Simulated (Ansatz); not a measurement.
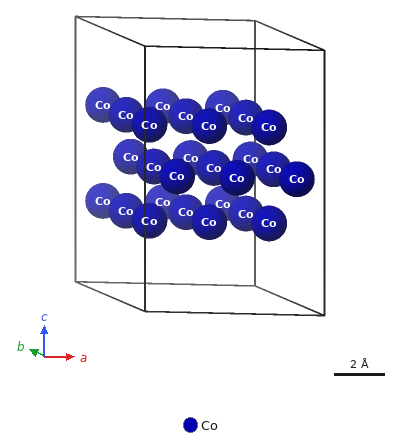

**Figure 1.** The input geometry (spheres-only view of the 3 × 3 repeat of the cell, with the vacuum cut short, seen slightly off an axis). An atom can appear more than once, as a periodic image.

**Geometry relaxation, with input and output: Co (part 1 of 3)**

Co (slab, 3 atoms in the cell), computed with DFT PBEsol, scalar-relativistic, plane waves, PAW, spin-polarised (Ansatz 0.2.0).

The structure derives from an entry of the Crystallography Open Database. The input holds or restrains some coordinates. Forces given for the steps count only the free coordinates. It belongs to a series of runs on one base structure; here: clean slab, lower half held. Figures and captions count atoms from 1; the log counts them from 0 in places.

Input file:
```yaml
crystal:
  lattice:
    - [2.4564223054, 0.0, 0.0]
    - [-1.2282111527, 2.1273241189, 0.0]
    - [0.0, 0.0, 20.9694136133]
  atoms:
    - { symbol: Co, position: [0.3333333333, 0.6666666667, 0.4053522982], spin: 1.8 }
    - { symbol: Co, position: [0.6666666667, 0.3333333333, 0.5], spin: 1.8 }
    - { symbol: Co, position: [0.3333333333, 0.6666666667, 0.5946477018], spin: 1.8 }
basis:
  ecutwfc: 420
kpoints:
  mp_grid: { grid: [12, 12, 1] }
hamiltonian:
  xc: pbesol
scf:
  occupations: { method: gaussian, width: 0.1 }
output:
  forces: true
  eigenvalues: true
  populations: true
  write_density: true
  write_potential: true
  elf: true
  volumetric_format: npy
magnetization:
  spin_polarized: true
relax:
  adjacent_minimum: "off"
  f_tol: 0.03
  max_steps: 70
  constraints: [{ sites: [0] }]
efield:
  axis: 3
  dipole_correction: true
  ramp_width: 0.04
```

Launch command:
```bash
ansatz run input.yaml --threads 1 --pin off --max-ram 2560MiB --backend cpu --events-out ev --progress --plain --runs-dir out
```

What the program printed:
```
Engine: ansatz 0.2.0, aarch64-unknown-linux-gnu
Pseudopotentials: kind: paw
Pseudopotential: Co, paw, valence charge 17, recommended cutoff 420 eV (normal), Co.paw.azcp
Functional definition: PBEsol
  exchange = pbesol_x
  correlation = pbesol_c
Crystal: 3 atoms, lattice volume = 109.578 Å³
Basis set: ecut = 420 eV, 2057 PW (Γ), exchange–correlation on 36×36×288 points (8 copies of the dense FFT grid, shifted against one another)
Bands: 34, of which v1, the nominal top of the filled ones, is band 26 counted from 1 (25 counted from 0)
Symmetry: 6 space group operations
k-points: 19 of 144 (time reversal used)
Non-local potential: Co, projectors of the file, l = 0: 3, l = 1: 2, l = 2: 3, l = 3: 1
PAW form: soft (Blöchl's): semilocal exchange-correlation on the pseudo side does not see the compensation charge
PAW frozen core: Co, regenerated for the run's functional, and the local potential with it (the file was generated under x = pbe(κ = 0.804, μ = 0.2195149727645171), c = pbe(β = 0.06672455060314922))
PAW one-centre angular grid: Co, 590 points (default); XC on 64 Gauss nodes
Initial density: superposition of atomic densities (neutral atoms: chi_scale 0, normalization atom)
Starting moments: Σ|m| = 5.4 μB on 3 of 3 sites
Initial wavefunctions: pseudopotential atomic-orbital guess
Functional: x = pbesol(κ = 0.804, μ = 0.12345679012345678), c = pbesol(β = 0.046)
SCF iter   1: F=—  HF=-15276.295077 eV  |F-HF|=—  |Δ(HF+E_count)|=         —  Δρ=5.04e-2 (↑1.49e-2 ↓5.04e-2)  dr2=4.77e0  dr2_m=4.08e-1  M=5.250 μB ∫|m|=5.422 μB  β_m=1.00  ethr=3.10e-3  p=0.000 e·Å  D=5.47e-14 V/Å  ΔV_dip=-0.00 eV  dr2_dipole=2.02e-7  V_vac-E_F(+/−)=7.55/7.55 eV  ⟨swp⟩=11.3  Hψ=7402  notcnv=0
Mixer restart at iter 1: flushing history
efield: sawtooth ramp at fractional position 0.9800 (placed from the atoms, in the widest stretch of the axis that holds none; the zero of the levels goes with the place), width 0.0400; the density the first Hamiltonian is built on has a dipole p = 0.000 e·Å; the dipole correction subtracts the counter field D = 5.47e-14 V/Å, which shifts the + side's vacuum level by -0.00 eV against the − side's; the planar-averaged density in the ramp window peaks in size at 1.2e-6 e/Å³
preconditioner: auto → LDOS  [metal: Δε(μ)=0.060 eV  Ē_g=7.307 eV  σ=0.100 eV  W_gap=0.32  n_scr=16 (ndim 8)  ℏωp=18.4 eV  f_vac=0.632  D(μ)=3.31/eV (n_scr^D=14)]
spin=Collinear: LDOS preconditioning applied to the charge; magnetization (m = ρ↑ − ρ↓) channel mixes plain (no charge-response kernel on spin).
SCF iter   2: F=—  HF=-15275.319411 eV  |F-HF|=—  |Δ(HF+E_count)|=   9.76e-1  Δρ=1.01e-2 (↑1.01e-2 ↓8.02e-3)  dr2=3.58e-1  dr2_m=4.44e-2  M=5.235 μB ∫|m|=5.597 μB  β_m=0.34  ethr=3.10e-3  p=0.000 e·Å  D=4.95e-5 V/Å  ΔV_dip=-0.00 eV  dr2_dipole=9.06e-8  V_vac-E_F(+/−)=6.54/6.54 eV  ⟨swp⟩=2.9  Hψ=2555  notcnv=0  defer=83
density mixer auto → msr1: a metal under ldos (density of states about μ 2.95 of a free-electron gas's, 16 screened modes)
SCF iter   3: F=—  HF=-15276.329718 eV  |F-HF|=—  |Δ(HF+E_count)|=    1.01e0  Δρ=4.71e-3 (↑4.71e-3 ↓4.37e-3)  dr2=7.57e-2  dr2_m=9.71e-3  M=5.244 μB ∫|m|=5.628 μB  β_m=0.47  ethr=7.01e-4  p=0.000 e·Å  D=2.51e-5 V/Å  ΔV_dip=-0.00 eV  dr2_dipole=2.77e-8  V_vac-E_F(+/−)=5.99/5.99 eV  ⟨swp⟩=2.8  Hψ=2230  notcnv=0  defer=84
SCF iter   4: F=—  HF=-15277.141022 eV  |F-HF|=—  |Δ(HF+E_count)|=         —  Δρ=3.09e-3 (↑2.87e-3 ↓3.09e-3)  dr2=2.21e-2  dr2_m=2.71e-3  M=5.228 μB ∫|m|=5.648 μB  β_m=0.47  ethr=1.48e-4  p=0.000 e·Å  D=3.60e-6 V/Å  ΔV_dip=-0.00 eV  dr2_dipole=5.51e-9  V_vac-E_F(+/−)=5.47/5.47 eV  ⟨swp⟩=3.2  Hψ=2773  notcnv=0  defer=85
SCF iter   5: F=—  HF=-15277.257623 eV  |F-HF|=—  |Δ(HF+E_count)|=   1.17e-1  Δρ=3.02e-3 (↑1.35e-3 ↓3.02e-3)  dr2=1.29e-2  dr2_m=1.95e-3  M=5.186 μB ∫|m|=5.609 μB  β_m=0.74  ethr=4.34e-5  p=0.000 e·Å  D=4.96e-6 V/Å  ΔV_dip=-0.00 eV  dr2_dipole=2.13e-9  V_vac-E_F(+/−)=5.34/5.34 eV  ⟨swp⟩=2.2  Hψ=2218  notcnv=0  defer=85
SCF iter   6: F=—  HF=-15277.293497 eV  |F-HF|=—  |Δ(HF+E_count)|=   3.59e-2  Δρ=1.15e-3 (↑5.78e-4 ↓1.15e-3)  dr2=1.77e-3  dr2_m=3.87e-4  M=5.147 μB ∫|m|=5.572 μB  β_m=0.87  ethr=2.52e-5  p=-0.000 e·Å  D=-8.54e-6 V/Å  ΔV_dip=0.00 eV  dr2_dipole=1.00e-8  V_vac-E_F(+/−)=5.20/5.20 eV  ⟨swp⟩=2.1  Hψ=2193  notcnv=0  defer=87
SCF iter   7: F=—  HF=-15277.295038 eV  |F-HF|=—  |Δ(HF+E_count)|=   1.54e-3  Δρ=5.80e-4 (↑3.53e-4 ↓5.80e-4)  dr2=9.31e-4  dr2_m=5.56e-5  M=5.132 μB ∫|m|=5.558 μB  β_m=0.89  ethr=3.47e-6  p=0.000 e·Å  D=2.07e-5 V/Å  ΔV_dip=-0.00 eV  dr2_dipole=1.07e-7  V_vac-E_F(+/−)=5.17/5.17 eV  ⟨swp⟩=2.2  Hψ=2272  notcnv=0  defer=88
SCF iter   8: F=—  HF=-15277.295292 eV  |F-HF|=—  |Δ(HF+E_count)|=   2.53e-4  Δρ=3.54e-4 (↑3.04e-4 ↓3.54e-4)  dr2=2.49e-4  dr2_m=3.88e-6  M=5.126 μB ∫|m|=5.555 μB  β_m=0.70  ethr=1.83e-6  p=-0.000 e·Å  D=-2.77e-5 V/Å  ΔV_dip=0.00 eV  dr2_dipole=2.27e-7  V_vac-E_F(+/−)=5.14/5.14 eV  ⟨swp⟩=2.9  Hψ=2636  notcnv=0  defer=88
SCF iter   9: F=—  HF=-15277.295243 eV  |F-HF|=—  |Δ(HF+E_count)|=   4.89e-5  Δρ=5.18e-5 (↑5.18e-5 ↓3.58e-5)  dr2=1.29e-6  dr2_m=1.49e-6  M=5.125 μB ∫|m|=5.554 μB  β_m=0.72  ethr=4.89e-7  p=0.000 e·Å  D=5.35e-6 V/Å  ΔV_dip=-0.00 eV  dr2_dipole=3.87e-8  V_vac-E_F(+/−)=5.14/5.14 eV  ⟨swp⟩=2.1  Hψ=1785  notcnv=0  defer=88
SCF iter  10: F=-15277.295244 eV  HF=-15277.295245 eV  |F-HF|=8.32e-7  |Δ(HF+E_count)|=   2.20e-6  Δρ=1.42e-5 (↑1.12e-5 ↓1.42e-5)  dr2=9.58e-7  dr2_m=4.31e-8  M=5.125 μB ∫|m|=5.554 μB  ethr=2.54e-9  p=-0.000 e·Å  D=-1.01e-5 V/Å  ΔV_dip=0.00 eV  dr2_dipole=1.12e-7  V_vac-E_F(+/−)=5.13/5.13 eV  ⟨swp⟩=17.9  Hψ=12772  notcnv=0
SCF 1 converged in 10 iterations: F = -15277.295244 eV  dr2 = 9.58e-7
  greatest PAW one-centre occupation: 1.002 electrons in one spin orbital (limit 2), on the Co atom at site 0 (counted from 0), in its partial waves of l = 1
relax step   1: F+E_penalty+E_count = -15277.29524402 eV  Δ(F+E_penalty+E_count) = +0.000e0 eV  max|allowed force component| = 2.000e-1 eV/Å  Δτ_max = 0.0000 Å  (10 SCF iters, dr2 threshold 2.25e-5 eV, accepted)
Initial density: handed on by an earlier stage of this run
Starting moments: Σ|m| = 5.4 μB on 3 of 3 sites; this step starts from the density that it was given
Initial wavefunctions: those handed on with the density
iter 1 solved again at ethr=1.55e-5 eV; its pass at ethr=3.10e-3 eV (dr2=7.93e-3 eV) is discarded
SCF iter   1: F=—  HF=-15277.298972 eV  |F-HF|=—  |Δ(HF+E_count)|=         —  Δρ=1.93e-3 (↑1.41e-3 ↓1.93e-3)  dr2=6.30e-3  dr2_m=2.41e-3  M=5.121 μB ∫|m|=5.547 μB  β_m=1.00  ethr=1.55e-5  p=-0.000 e·Å  D=-1.00e-5 V/Å  ΔV_dip=0.00 eV  dr2_dipole=1.31e-3  V_vac-E_F(+/−)=5.12/5.12 eV  ⟨swp⟩=2.4  Hψ=4320  notcnv=0  defer=91
efield: sawtooth ramp at fractional position 0.9800 (handed on by an earlier solve), width 0.0400; the density the first Hamiltonian is built on has a dipole p = -0.000 e·Å; the dipole correction subtracts the counter field D = -1.00e-5 V/Å, which shifts the + side's vacuum level by +0.00 eV against the − side's; the planar-averaged density in the ramp window peaks in size at 1.4e-6 e/Å³
preconditioner: auto → LDOS  [metal: Δε(μ)=0.023 eV  Ē_g=6.973 eV  σ=0.100 eV  W_gap=0.13  n_scr=10 (ndim 8)  ℏωp=18.4 eV  f_vac=0.646  D(μ)=3.26/eV (n_scr^D=14)]
spin=Collinear: LDOS preconditioning applied to the charge; magnetization (m = ρ↑ − ρ↓) channel mixes plain (no charge-response kernel on spin).
SCF iter   2: F=—  HF=-15277.298914 eV  |F-HF|=—  |Δ(HF+E_count)|=   5.81e-5  Δρ=4.35e-4 (↑4.35e-4 ↓3.32e-4)  dr2=5.72e-4  dr2_m=2.38e-5  M=5.120 μB ∫|m|=5.545 μB  β_m=0.31  ethr=1.23e-5  p=0.001 e·Å  D=1.25e-3 V/Å  ΔV_dip=-0.03 eV  dr2_dipole=7.80e-5  V_vac-E_F(+/−)=5.10/5.12 eV  ⟨swp⟩=1.5  Hψ=1370  notcnv=0  defer=91
density mixer auto → msr1: a metal under ldos (density of states about μ 2.79 of a free-electron gas's, 16 screened modes)
SCF iter   3: F=—  HF=-15277.298978 eV  |F-HF|=—  |Δ(HF+E_count)|=   6.33e-5  Δρ=3.78e-4 (↑3.78e-4 ↓2.03e-4)  dr2=1.17e-4  dr2_m=4.59e-5  M=5.118 μB ∫|m|=5.544 μB  β_m=0.53  ethr=1.12e-6  p=0.001 e·Å  D=1.24e-3 V/Å  ΔV_dip=-0.03 eV  dr2_dipole=4.73e-6  V_vac-E_F(+/−)=5.10/5.12 eV  ⟨swp⟩=2.0  Hψ=1728  notcnv=0  defer=91
SCF iter   4: F=—  HF=-15277.299134 eV  |F-HF|=—  |Δ(HF+E_count)|=   1.57e-4  Δρ=2.26e-4 (↑2.26e-4 ↓1.13e-4)  dr2=4.46e-5  dr2_m=2.05e-5  M=5.114 μB ∫|m|=5.540 μB  β_m=0.51  ethr=2.29e-7  p=0.000 e·Å  D=6.37e-4 V/Å  ΔV_dip=-0.01 eV  dr2_dipole=6.02e-6  V_vac-E_F(+/−)=5.11/5.13 eV  ⟨swp⟩=2.2  Hψ=2249  notcnv=0  defer=91
SCF iter   5: F=—  HF=-15277.299145 eV  |F-HF|=—  |Δ(HF+E_count)|=   1.14e-5  Δρ=1.26e-4 (↑9.28e-5 ↓1.26e-4)  dr2=6.56e-6  dr2_m=1.06e-5  M=5.114 μB ∫|m|=5.539 μB  β_m=0.76  ethr=8.75e-8  p=0.000 e·Å  D=3.95e-4 V/Å  ΔV_dip=-0.01 eV  dr2_dipole=1.42e-6  V_vac-E_F(+/−)=5.12/5.13 eV  ⟨swp⟩=2.4  Hψ=1901  notcnv=0  defer=91
SCF iter   6: F=—  HF=-15277.299176 eV  |F-HF|=—  |Δ(HF+E_count)|=   3.01e-5  Δρ=1.29e-4 (↑1.29e-4 ↓4.34e-5)  dr2=1.10e-5  dr2_m=6.32e-6  M=5.112 μB ∫|m|=5.537 μB  β_m=0.87  ethr=1.29e-8  p=0.000 e·Å  D=2.10e-4 V/Å  ΔV_dip=-0.00 eV  dr2_dipole=2.27e-6  V_vac-E_F(+/−)=5.12/5.13 eV  ⟨swp⟩=2.8  Hψ=2627  notcnv=0  defer=91
SCF iter   7: F=—  HF=-15277.299180 eV  |F-HF|=—  |Δ(HF+E_count)|=   4.73e-6  Δρ=6.89e-5 (↑6.89e-5 ↓3.69e-5)  dr2=1.72e-5  dr2_m=3.56e-7  M=5.110 μB ∫|m|=5.535 μB  β_m=0.75  ethr=1.29e-8  p=-0.000 e·Å  D=-1.96e-4 V/Å  ΔV_dip=0.00 eV  dr2_dipole=5.37e-6  V_vac-E_F(+/−)=5.13/5.13 eV  ⟨swp⟩=2.4  Hψ=2338  notcnv=0  defer=91
SCF iter   8: F=—  HF=-15277.299179 eV  |F-HF|=—  |Δ(HF+E_count)|=   1.56e-6  Δρ=4.18e-5 (↑4.18e-5 ↓1.66e-5)  dr2=1.99e-6  dr2_m=2.08e-7  M=5.110 μB ∫|m|=5.535 μB  β_m=0.59  ethr=1.29e-8  p=-0.000 e·Å  D=-7.83e-6 V/Å  ΔV_dip=0.00 eV  dr2_dipole=9.83e-8  V_vac-E_F(+/−)=5.13/5.13 eV  ⟨swp⟩=2.8  Hψ=2532  notcnv=0  defer=91
SCF iter   9: F=—  HF=-15277.299178 eV  |F-HF|=—  |Δ(HF+E_count)|=   2.74e-7  Δρ=1.25e-5 (↑1.25e-5 ↓3.18e-6)  dr2=1.21e-7  dr2_m=3.44e-8  M=5.110 μB ∫|m|=5.535 μB  β_m=0.56  ethr=3.91e-9  p=-0.000 e·Å  D=-1.22e-5 V/Å  ΔV_dip=0.00 eV  dr2_dipole=2.92e-9  V_vac-E_F(+/−)=5.13/5.13 eV  ⟨swp⟩=2.2  Hψ=1924  notcnv=0  defer=91
iter 10 did not close the SCF: its close was put off until two iterations running show no level that it waits for move by more than its bar (scf_convergence_deferred on its scf_iter line)
SCF iter  10: F=-15277.299177 eV  HF=-15277.299179 eV  |F-HF|=1.80e-6  |Δ(HF+E_count)|=   1.94e-7  Δρ=3.60e-5 (↑3.68e-6 ↓3.60e-5)  dr2=2.04e-6  dr2_m=2.81e-7  M=5.110 μB ∫|m|=5.535 μB  β_m=0.63  ethr=2.37e-10  p=-0.000 e·Å  D=-1.02e-5 V/Å  ΔV_dip=0.00 eV  dr2_dipole=1.22e-10  V_vac-E_F(+/−)=5.13/5.13 eV  ⟨swp⟩=16.0  Hψ=11206  notcnv=0
iter 11 did not close the SCF: its close was put off until two iterations running show no level that it waits for move by more than its bar (scf_convergence_deferred on its scf_iter line)
SCF iter  11: F=-15277.299178 eV  HF=-15277.299179 eV  |F-HF|=9.50e-7  |Δ(HF+E_count)|=   1.34e-8  Δρ=2.57e-5 (↑2.82e-6 ↓2.57e-5)  dr2=1.06e-6  dr2_m=1.46e-7  M=5.110 μB ∫|m|=5.535 μB  β_m=0.81  ethr=2.37e-10  p=-0.000 e·Å  D=-8.99e-6 V/Å  ΔV_dip=0.00 eV  dr2_dipole=1.24e-8  V_vac-E_F(+/−)=5.13/5.13 eV  ⟨swp⟩=10.6  Hψ=8784  notcnv=0
SCF iter  12: F=-15277.299178 eV  HF=-15277.299179 eV  |F-HF|=1.74e-7  |Δ(HF+E_count)|=   2.87e-8  Δρ=7.51e-6 (↑3.93e-6 ↓7.51e-6)  dr2=1.82e-7  dr2_m=4.14e-9  M=5.110 μB ∫|m|=5.535 μB  ethr=2.37e-10  p=-0.000 e·Å  D=-2.54e-6 V/Å  ΔV_dip=0.00 eV  dr2_dipole=1.54e-8  V_vac-E_F(+/−)=5.13/5.13 eV  ⟨swp⟩=10.7  Hψ=9094  notcnv=0
SCF 2 converged in 12 iterations: F = -15277.299178 eV  dr2 = 1.82e-7
  greatest PAW one-centre occupation: 1.002 electrons in one spin orbital (limit 2), on the Co atom at site 2 (counted from 0), in its partial waves of l = 1
relax step   2: F+E_penalty+E_count = -15277.29917843 eV  Δ(F+E_penalty+E_count) = -3.934e-3 eV  max|allowed force component| = 1.206e-1 eV/Å  Δτ_max = 0.0245 Å  (12 SCF iters, dr2 threshold 2.50e-6 eV, accepted)
```
